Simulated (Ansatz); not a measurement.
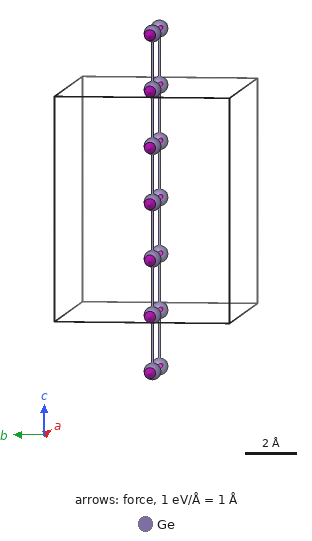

Starting geometry of a wire of composition Ge with the computed forces as purple arrows. The picture is a ball-and-stick view of the 2 repeat of the cell, with the vacuum cut short, seen from a free direction.

Case: ladder chain of atoms.

Level of theory: DFT PBE, scalar-relativistic, plane waves, PAW (Ansatz).

Input
```yaml
crystal:
  lattice:
    - [11.4, 0.0, 0.0]
    - [0.0, 9.3, 0.0]
    - [0.0, 0.0, 4.4903119409]
  atoms:
    - { symbol: Ge, position: [0.3966046593, 0.5, 0.0], spin: 0.5 }
    - { symbol: Ge, position: [0.3966046593, 0.5, 0.5], spin: 0.5 }
    - { symbol: Ge, position: [0.6033953407, 0.5, 0.0], spin: 0.5 }
    - { symbol: Ge, position: [0.6033953407, 0.5, 0.5], spin: 0.5 }
basis:
  ecutwfc: 420
kpoints:
  mp_grid: { grid: [1, 1, 14] }
hamiltonian:
  xc: pbe
scf:
  occupations: { method: gaussian, width: 0.05 }
output:
  forces: true
  stress: true
  eigenvalues: true
  populations: true
  write_density: true
  write_potential: true
  elf: true
  volumetric_format: npy
magnetization:
  spin_polarized: true
relax:
  adjacent_minimum: "off"
  f_tol: 0.01
  max_steps: 45
  cell: { fix: [a, b, alpha, beta, gamma], stress_tol: 0.03 }
```

Run as
```bash
ansatz run input.yaml --threads 2 --pin off --max-ram 5120MiB --backend cpu --events-out ev --progress --plain --runs-dir out
```

Q: What follows when this structure is relaxed?

A: It isn't relaxed: the largest force vector, on Ge atoms, is 1.27 eV/Å. The atoms end up moving mostly along the starting forces (cosine between the two patterns 1.00). The energy falls by 1.129 eV per cell of the calculation in 5 accepted moves (7 points after the start). The largest force component goes from 1.3 to 0.00028 eV/Å. At 2 points the geometry stayed and the basis and grid were re-selected for the new cell (energy shift of 6.2 meV per cell of the calculation at most each time). The largest moves relative to the layer's centre, 0.074 Å, are those of Ge1, Ge2, Ge3 and Ge4. Along the periodic axis the drawn cell goes c 8.981 → 9.903 Å (+10.3 %). Some distances before and after: Ge1–Ge2 2.245 → 2.476 Å, Ge1–Ge3 2.357 → 2.506 Å. The program noted that the starting moments weren't kept. The run took 110 s on 2 threads of Arm Neoverse V2, with other jobs on the host, peak memory 0.84 GiB.

Limits of the set-up: the k-point mesh is coarse for a cell with partly filled bands.
